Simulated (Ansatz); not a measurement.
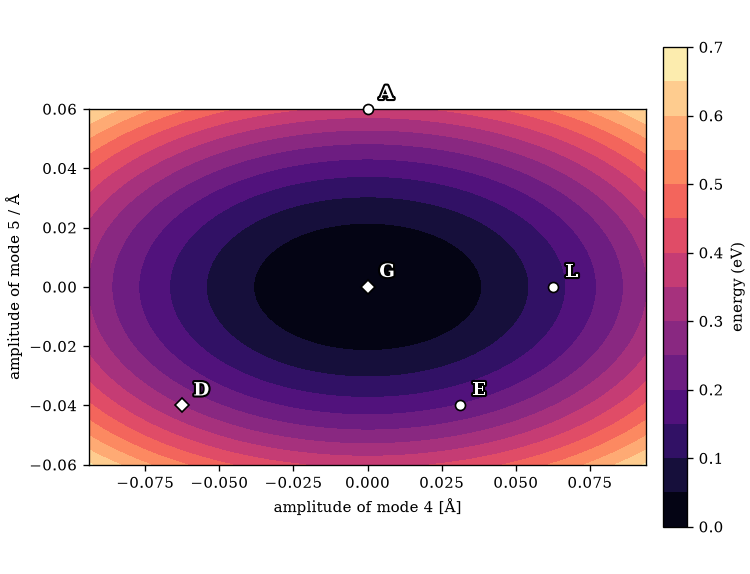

C (P6/mmm, No. 191; 2 atoms in the cell). 
- The energy is mapped over two normal modes frozen in (zone-centre modes of the 2-atom cell of this scan).
- Coordinates scanned: (1) amplitude of mode 4 (872 cm⁻¹), largest displacement; (2) amplitude of mode 5 (1567 cm⁻¹), largest displacement.
- Nothing is relaxed (the cell and all other modes fixed).
- The grid has 7 × 7 points; 16 points were computed and 33 follow by symmetry.
- Points are written as (first, second).
- All energies are given in eV per cell relative to the lowest grid point.
- These are results of DFT PBE+D3(BJ), scalar-relativistic, plane waves, PAW in Ansatz, not measurements. Settings: cutoff 520 eV, k-mesh 21×21×12 in the order of the run's cell vectors, gaussian smearing 0.15 eV, no spin polarisation.

The picture shows filled contours, lettered points. Between grid points the surface is interpolated.

Q: Rank the lettered points by energy, lowest first.

A: G (0.000 eV), L (0.132 eV), E (0.204 eV), D (0.299 eV), A (0.387 eV).

Q: What kind of point is each of D, E, G, L: minimum, saddle, maximum or slope?

A: D: on a slope; E: on a slope; G: minimum; L: on a slope. (In these two coordinates alone; a stationary point may lie a little off the grid point.)

PAW datasets: the set soft_1.
